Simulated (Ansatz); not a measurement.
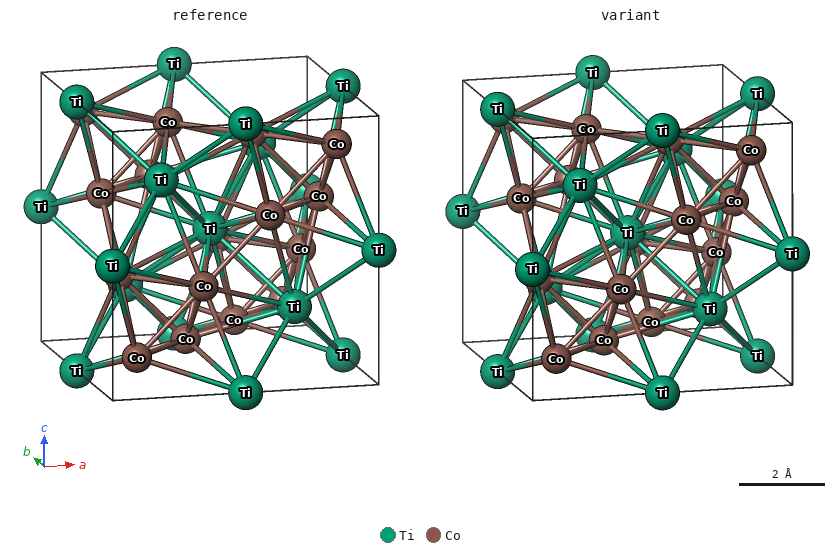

Left: solid TiCo₂ (set up in Fd-3m). Right: the same structure after one change, at the same scale. The picture is a ball-and-stick view of the conventional cell (4 times the calculation's cell), seen slightly off an axis. Lengths and directions refer to the drawn axes.

The calculation used DFT PBEsol, scalar-relativistic, plane waves, PAW (Ansatz). Set-up: plane-wave cutoff 420 eV; k-point mesh 10 × 10 × 10; occupations gaussian; smearing width 0.1 eV. Spin polarisation is switched on in some of the runs only.

The crystal is put under a hydrostatic pressure of 20 GPa. Cell and atoms are relaxed at that pressure.

### What does the change do?

It costs 48.3 meV per atom. Pressure: 0.0 GPa before, 20.0 GPa after. It is metallic before and after. The volume changes by −7.1 %, with a = b = c 6.553 → 6.394 Å (−2.4 %). No atom moves by more than 0.005 Å relative to the cell. Among the bonded contacts that change: Ti–Ti 2.837 → 2.769 Å, Co–Ti 2.717 → 2.651 Å, Co–Co 2.317 → 2.261 Å. The space group stays Fd-3m (No. 227).
